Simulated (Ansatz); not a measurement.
A series of calculations on Zn$_{24}$O$_{23}$

**1. Relaxation**

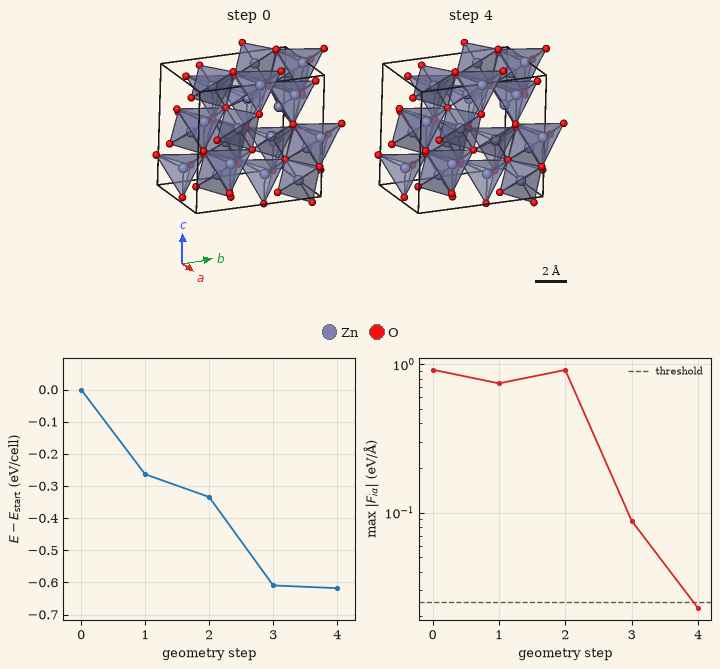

First and last geometry of a relaxation of a defect cell of composition Zn₂₄O₂₃ (cell charge +1), with the history of the run. Style: polyhedral. Shown: the cell of the calculation (origin shifted), slightly off an axis.

Case: O vacancy (site b), charge +1, atoms relaxed at the host's cell.

Method: DFT PBE, scalar-relativistic, plane waves, PAW (Ansatz 0.2.0). Settings: plane-wave cutoff 420 eV; k-point mesh 2 × 2 × 2; occupations gaussian; smearing width 0.01 eV; collinear spin; atoms relaxed in a fixed cell; force threshold 0.025 eV/Å; at most 45 steps.

What do the curves and the structures tell?

It converged. The energy falls by 0.618 eV per cell of the calculation in 4 geometry steps. The largest force component goes from 0.92 to 0.023 eV/Å. The largest move is that of a Zn atom, 0.37 Å along [−1 −1 −1]. By element the largest moves are Zn 0.37 Å, O 0.05 Å. The cell stays as it was. Near-neighbour distances that change, for instance: O–Zn 2.026 → 1.947 Å, O–Zn 2.018 → 1.991 Å, O–Zn 2.000 → 1.984 Å, O–Zn 2.019 → 2.031 Å. Bond angles that change, for instance: Zn–O–Zn 114.4° → 103.4°, Zn–O–Zn 116.2° → 105.6°, O–Zn–O 104.9° → 114.9°. Cost: 3.2 min on 4 threads of Oxide Virtual Turin-like Processor (Zen 5) (shared host), peak memory 3.3 GiB.

Limits of the set-up: the k-point mesh is coarse for a cell with partly filled bands; the periodic images lie only 8.4 Å apart, so the values are limited by the cell's size; the cell is charged, on a uniform background, and energies carry no finite-size correction.

**2. Relaxation**

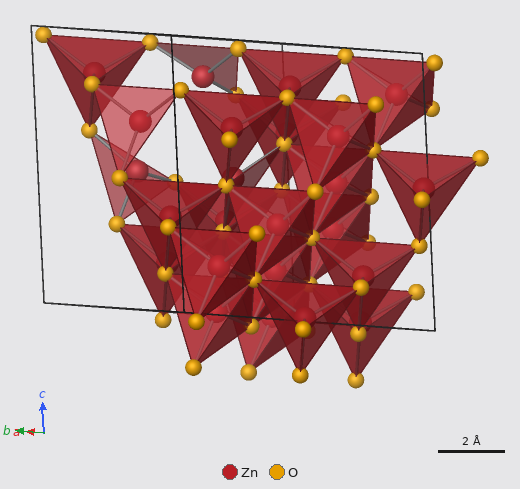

This is the input geometry for a relaxation of a defect cell of composition Zn24O23 (cell charge +2). The picture is a polyhedral view of the cell of the calculation (origin shifted), seen from a free direction.

Case: O vacancy (site b), charge +2, atoms relaxed at the host's cell.

All numbers below come from DFT PBE, scalar-relativistic, plane waves, PAW in Ansatz 0.2.0.

Settings: plane-wave cutoff 420 eV; k-point mesh 2 × 2 × 2; occupations gaussian; smearing width 0.01 eV; no spin polarisation; atoms relaxed in a fixed cell; force threshold 0.025 eV/Å; at most 45 steps.

```
CELL_PARAMETERS angstrom
-3.27939 -5.68007 5.29323
6.55878 0.00000 5.29323
-3.27939 5.68007 5.29323
ATOMIC_POSITIONS crystal
Zn 0.65588 0.48921 0.32254
Zn 0.49874 0.33274 0.66760
Zn 0.83225 0.66861 0.99969
Zn 0.49941 0.83427 0.16540
Zn 0.83527 0.16636 0.49891
Zn 0.00093 0.33207 0.16607
Zn 0.33303 0.66558 0.50194
Zn 0.66688 0.00088 0.83516
Zn 0.16849 0.50021 0.83421
Zn 0.16755 0.00183 0.33354
Zn 0.99953 0.83286 0.66619
Zn 0.33370 0.16703 0.00037
Zn 0.49866 0.16617 0.33330
Zn 0.33226 0.00116 0.66864
Zn 0.66664 0.33199 0.99950
Zn 0.33284 0.49997 0.16532
Zn 0.65656 0.84933 0.50366
Zn 0.83454 0.00183 0.16662
Zn 0.16850 0.33329 0.50121
Zn 0.49995 0.66787 0.83516
Zn 0.00198 0.16559 0.83449
Zn 0.01600 0.67033 0.32323
Zn 0.83700 0.48989 0.68267
Zn 0.16783 0.83531 0.99893
O 0.62626 0.46104 0.79197
O 0.95869 0.79322 0.12673
O 0.62771 0.95864 0.29292
O 0.95989 0.29339 0.62536
O 0.12530 0.45959 0.29437
O 0.46006 0.79202 0.62656
O 0.79410 0.12721 0.95949
O 0.29282 0.62744 0.96054
O 0.29387 0.12616 0.46077
O 0.12531 0.95864 0.79198
O 0.46088 0.29421 0.12755
O 0.62762 0.29350 0.46078
O 0.46026 0.12629 0.79350
O 0.79411 0.46095 0.12684
O 0.46017 0.62744 0.29428
O 0.79291 0.95904 0.62596
O 0.96040 0.12653 0.29319
O 0.29319 0.45985 0.62707
O 0.62652 0.79374 0.95986
O 0.12683 0.29359 0.95963
O 0.12570 0.79262 0.45958
O 0.95929 0.62624 0.79237
O 0.29296 0.96016 0.12693
```

Predict the outcome.

The energy falls by 0.537 eV per cell of the calculation in 4 geometry steps. The largest force component goes from 0.93 to 0.0036 eV/Å. Zn1 moves most: 0.30 Å along [−1 −1 −1]. By element the largest moves are Zn 0.30 Å, O 0.03 Å. The cell stays as it was. Near-neighbour distances that change, for instance: Zn17–O40 1.956 → 1.916 Å, Zn17–O27 1.950 → 1.912 Å, Zn1–O36 1.950 → 1.921 Å, Zn13–O36 2.031 → 2.051 Å. Bond angles that change, for instance: Zn15–O25–Zn23 105.6° → 96.8°, Zn1–O36–Zn13 103.4° → 95.2°, Zn22–O26–Zn24 105.9° → 98.2°.

After the run, drawn alike:

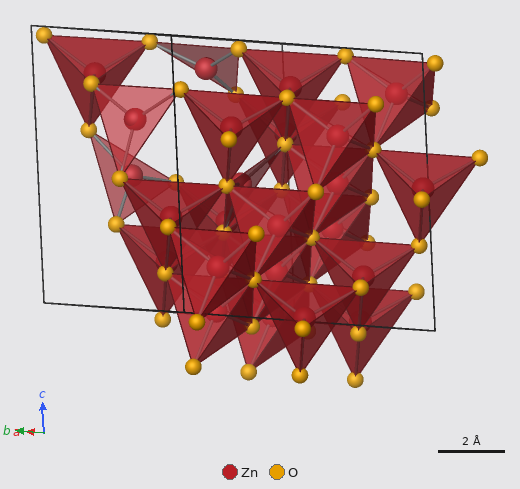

Limits of the set-up: the periodic images lie only 8.4 Å apart, so the values are limited by the cell's size; the cell is charged, on a uniform background, and energies carry no finite-size correction.

**3. Defect**

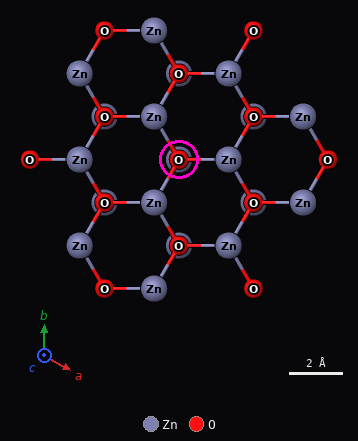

Perfect ZnO. The picture is a ball-and-stick view of the atoms within 6.0 Å of one point, in a slice 4.2 Å thick across the line of sight, seen along the c axis.

The calculation used DFT PBE, scalar-relativistic, plane waves, PAW (Ansatz). Set-up: plane-wave cutoff 420 eV; k-point mesh 2 × 2 × 2; occupations gaussian; smearing width 0.01 eV; collinear spin. The cell is small and the k-mesh coarse, so the numbers are rough. A uniform background neutralises the charged cell. The axes drawn are those of the host's conventional cell.

An oxygen atom is taken out (a vacancy) at the ringed place, in charge state +1. The supercell has 48 sites, and the atoms are relaxed at the host's cell.

**Predict the relaxed surroundings of the defect.**

Around the empty O site the host had 4 Zn at 2.00 to 2.01 Å; after relaxation the nearest atoms are 4 Zn at 2.15 to 2.18 Å. Of the host's atoms, a zinc atom moves furthest from its site, by 0.18 Å.

The relaxed defect, seen from the same direction:

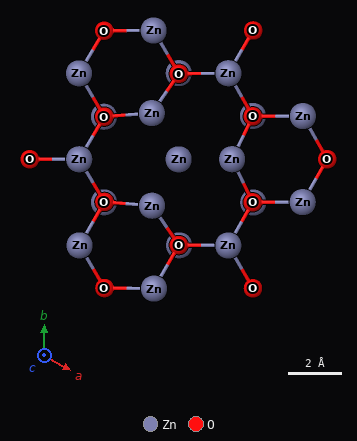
